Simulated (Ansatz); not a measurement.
**Run report: Ta8H, single-point calculation (part 2 of 2)**

The same run, continued: Ta8H (slab, 9 atoms in the cell); DFT PBE+D3(BJ), scalar-relativistic, plane waves, PAW, no spin polarisation (Ansatz 0.2.0); cutoff 420 eV, 6×6×1 k-mesh, Gaussian smearing of 0.1 eV. The structure derives from an entry of the Crystallography Open Database. It belongs to a series of runs on one base structure; here: H lifted by +2.00 A from its best place.

Geometry of the input (Å; fractional positions):
```
4.6456  0.0000  0.0000
-2.3228  4.0232  0.0000
0.0000  0.0000  25.6380
Ta 0.6667  0.3333  0.3315
Ta 0.3333  0.6667  0.3685
Ta 0.0000  0.0000  0.4055
Ta 0.6667  0.3333  0.4425
Ta 0.3333  0.6667  0.4763
Ta 0.0000  0.0000  0.5199
Ta 0.6667  0.3333  0.5523
Ta 0.3333  0.6667  0.5789
H  0.5000  1.1667  0.6967
```

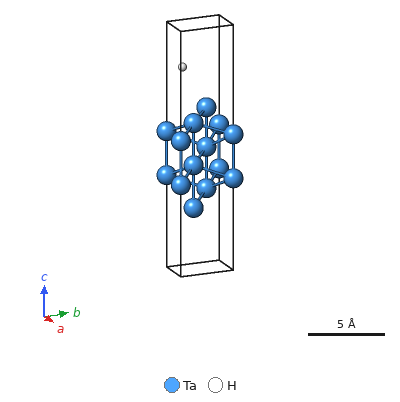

Fig. 1: The input geometry (ball-and-stick view of the cell of the calculation, with the vacuum cut short, seen slightly off an axis). An atom can appear more than once, as a periodic image.

## Output, continued
```
  k-point 0: bands = ["-65.5489", "-65.3196", "-65.0473", "-65.0228", "-64.7244", "-64.7164", "-64.6102", "-64.5188", "-32.2536", "-32.1685", "-32.0424", "-32.0414", "-31.9654", "-31.9613", "-31.7682", "-31.7667", "-31.7314", "-31.7309", "-31.7266", "-31.5312", "-31.4584", "-31.4188", "-31.4170", "-31.4043", "-31.0973", "-31.0963", "-30.9853", "-30.9769", "-30.9766", "-30.8435", "-30.7869", "-30.7851", "-5.0659", "-3.3894", "-1.2448", "-1.2439", "-1.2071", "-0.0419", "-0.0404", "0.3589", "0.6071", "0.7315", "0.7328", "0.8006", "1.0146", "1.0151", "1.3781", "1.3838", "1.5915", "1.7078", "1.7117", "2.1105", "2.1122", "2.3426", "2.6831", "2.6877", "3.0323", "3.2664", "4.6077", "4.6956", "4.6959", "4.9893", "5.0050"]
  k-point 1: bands = ["-65.5485", "-65.3181", "-65.0453", "-65.0215", "-64.7272", "-64.7180", "-64.6061", "-64.5243", "-32.2622", "-32.1869", "-32.0667", "-32.0468", "-32.0329", "-31.9864", "-31.7757", "-31.7687", "-31.7414", "-31.6816", "-31.6755", "-31.5165", "-31.4579", "-31.4215", "-31.3800", "-31.3062", "-31.1078", "-31.0852", "-31.0349", "-30.9774", "-30.9641", "-30.8552", "-30.8162", "-30.7833", "-4.6703", "-3.0991", "-1.2659", "-1.0474", "-1.0167", "-0.4922", "-0.0065", "0.1201", "0.1231", "0.4629", "0.6495", "0.8162", "1.0976", "1.2134", "1.3638", "1.4033", "1.7514", "1.9404", "1.9555", "2.2238", "2.2351", "2.4934", "2.7212", "2.9986", "3.2139", "3.4155", "4.4175", "4.5826", "4.5951", "4.6998", "4.8030"]
  k-point 2: bands = ["-65.5476", "-65.3151", "-65.0411", "-65.0185", "-64.7330", "-64.7212", "-64.5955", "-64.5378", "-32.2829", "-32.2248", "-32.1370", "-32.0962", "-32.0400", "-31.9571", "-31.8191", "-31.7970", "-31.7242", "-31.6704", "-31.6042", "-31.4626", "-31.4279", "-31.3951", "-31.3111", "-31.2154", "-31.1413", "-31.1146", "-31.0603", "-30.9916", "-30.9809", "-30.8860", "-30.8045", "-30.7801", "-3.5993", "-2.3717", "-1.3080", "-1.2726", "-0.8238", "-0.5836", "-0.3922", "-0.3465", "0.4327", "0.5413", "0.6960", "0.7282", "1.0476", "1.1611", "1.2960", "1.3422", "1.7453", "1.8620", "2.1521", "2.3128", "2.4833", "2.5842", "2.8665", "2.9372", "3.3053", "3.7636", "3.9803", "4.0781", "4.3976", "4.6292", "4.8546"]
  k-point 19: bands = ["-65.5471", "-65.3136", "-65.0390", "-65.0170", "-64.7359", "-64.7229", "-64.5876", "-64.5472", "-32.2953", "-32.2384", "-32.1713", "-32.1164", "-32.0335", "-31.9332", "-31.8065", "-31.7975", "-31.7176", "-31.6942", "-31.5780", "-31.4738", "-31.4108", "-31.4017", "-31.2783", "-31.2228", "-31.1309", "-31.0963", "-31.0465", "-31.0401", "-30.9844", "-30.8831", "-30.7900", "-30.7798", "-2.2458", "-2.1330", "-1.8901", "-1.6318", "-1.1264", "-0.4922", "-0.2572", "0.2001", "0.3309", "0.6948", "0.8641", "0.8981", "1.0568", "1.0750", "1.2957", "1.4094", "1.6085", "1.6580", "1.7338", "1.9150", "2.0048", "2.4750", "2.7415", "3.0938", "3.2298", "3.7320", "3.8540", "4.1865", "4.3309", "4.8847", "4.9395"]
```

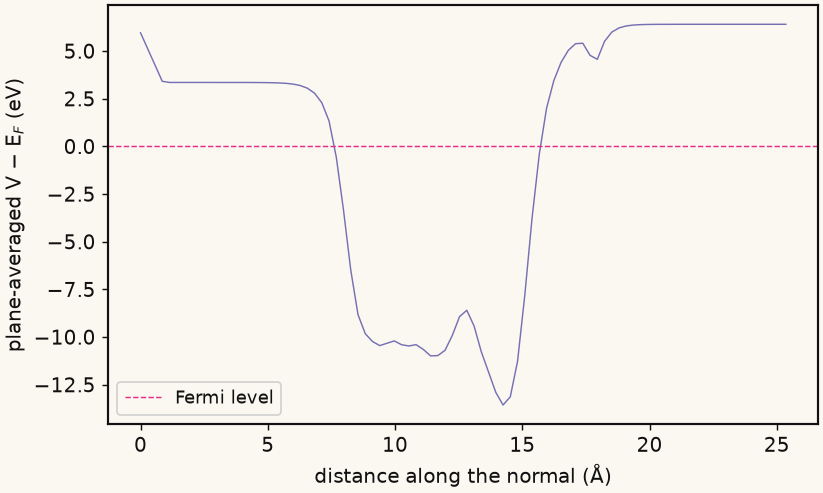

Fig. 2: Plane average of the electrostatic potential energy of an electron across the cell, from the Fermi level. The vacuum level lies 6.41 eV above the Fermi level on the upper side and 3.36 eV on the lower.

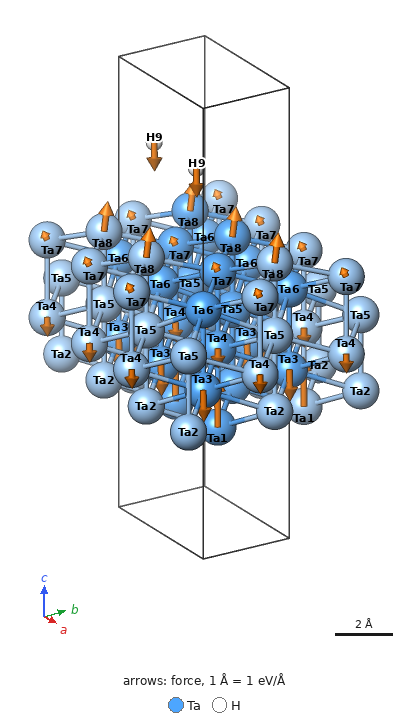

Fig. 3: Forces on the atoms as orange arrows (ball-and-stick view of the 2 × 1 repeat of the cell, with the vacuum cut short, seen slightly off an axis; neighbours outside the cell are drawn fainter; atoms are numbered from 1 in the order of the input); the smallest are left out. The largest act on Ta1 (1.82 eV/Å); Ta3 (1.16 eV/Å); Ta8 (1.12 eV/Å); H9 (1.06 eV/Å), among others. The geometry is not a stationary point of this energy.

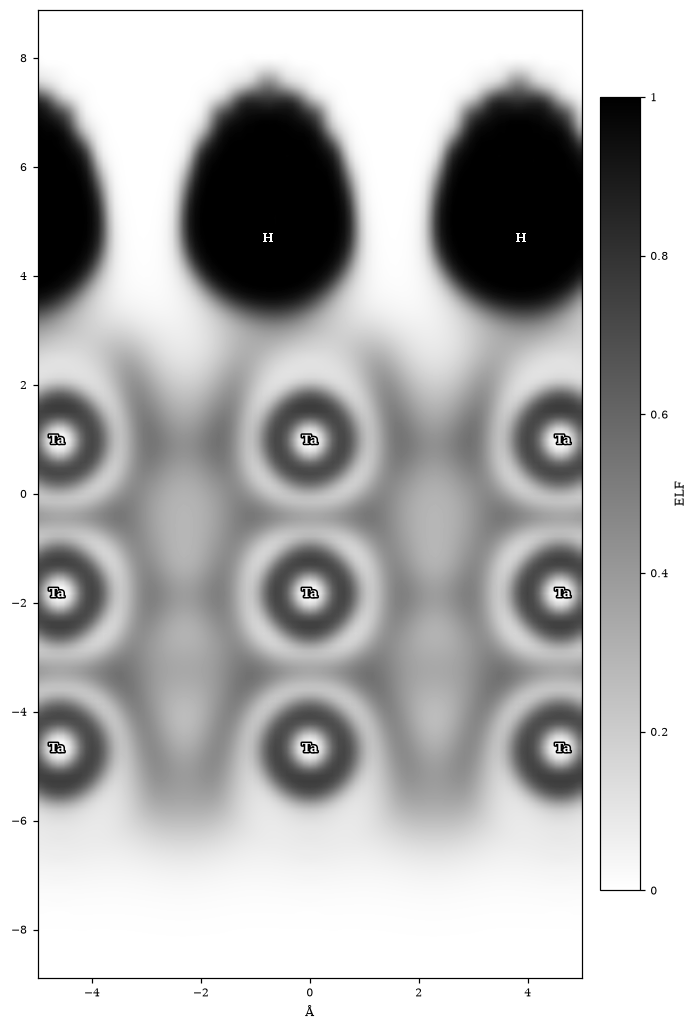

Fig. 4: ELF on the (11̄0) plane of the calculation cell, a cut from vacuum to vacuum. Ta–Ta (2.81 Å): the ELF is about 0.35 at the midpoint (no localised pair between them). The strong features right at Ta lie inside the PAW spheres (semicore, d or f shells) and say nothing about bonding. Core electrons are frozen (PAW), so the fields are smoothed inside the atomic spheres.

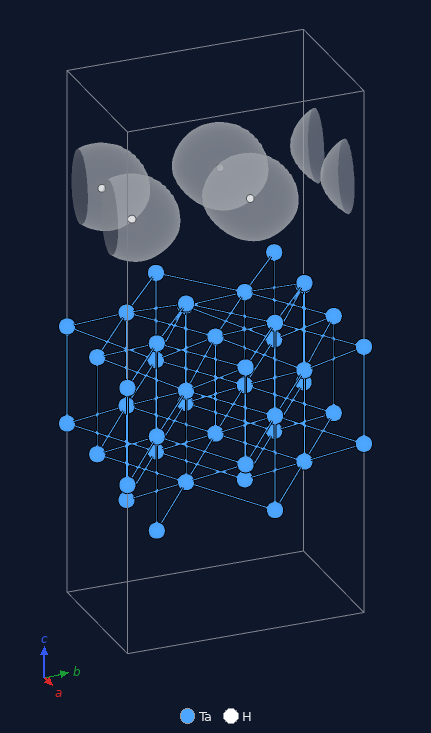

Fig. 5: Isosurface of the electron localisation function at 0.8 (grey), seen slightly off an axis. Only the valence region is drawn (cores and ρ < 0.01 e/Å³ removed). Sticks mark near contacts. Along the contacts the grid gives the following. Ta–Ta (2.63 Å): the ELF is about 0.35 at the midpoint; no localised pair between them.

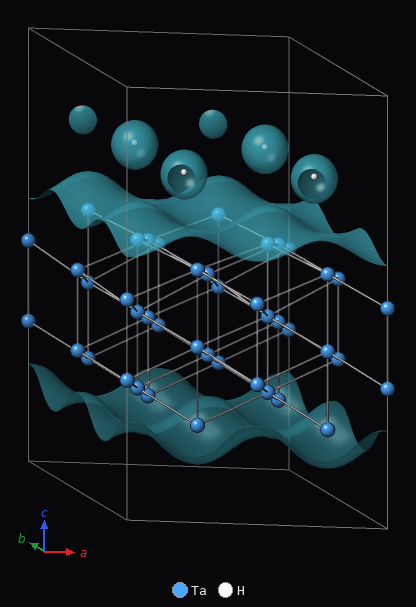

Fig. 6: Isosurface of the valence pseudo-density at 0.1 e/Å³ (cyan), seen slightly off an axis. Sticks mark near contacts. At this value the density is joined into sheets; it holds about 95 % of the electrons treated as valence (semicore included). It is pinched off along the Ta–H (3.65 Å) contacts. On the grid the lowest density along these lines, outside the cores, is 0.47 e/Å³ (Ta–Ta, 2.63 Å), 0.04 e/Å³ (Ta–H, 3.65 Å), 0.37 e/Å³ (Ta–Ta, 2.76 Å) and 0.34 e/Å³ (Ta–Ta, 2.81 Å).

## Key numbers

| quantity | value |
| --- | --- |
| outcome | converged |
| electrons treated | 105 |
| free energy | −79468.2949 eV |
| work function, top face | 6.41 eV |
| work function, bottom face | 3.36 eV |
| Fermi energy | 2.309 eV |
| gap on the k-point mesh | none (metallic) |
| work function (upper face) | 6.41 eV |
| largest force (length of the vector) | 1.815 eV/Å |
| hardware | 2 threads of Intel Xeon @ 2.50GHz (Skylake/Cascade Lake), 96 GiB of memory available, shared host |
| wall time | 42 s (CPU time 79 s) |
| peak memory | 0.95 GiB |

The program warns: the exchange-correlation potential is rough where the density is thin. Spin–orbit coupling is left out, which matters for Ta.
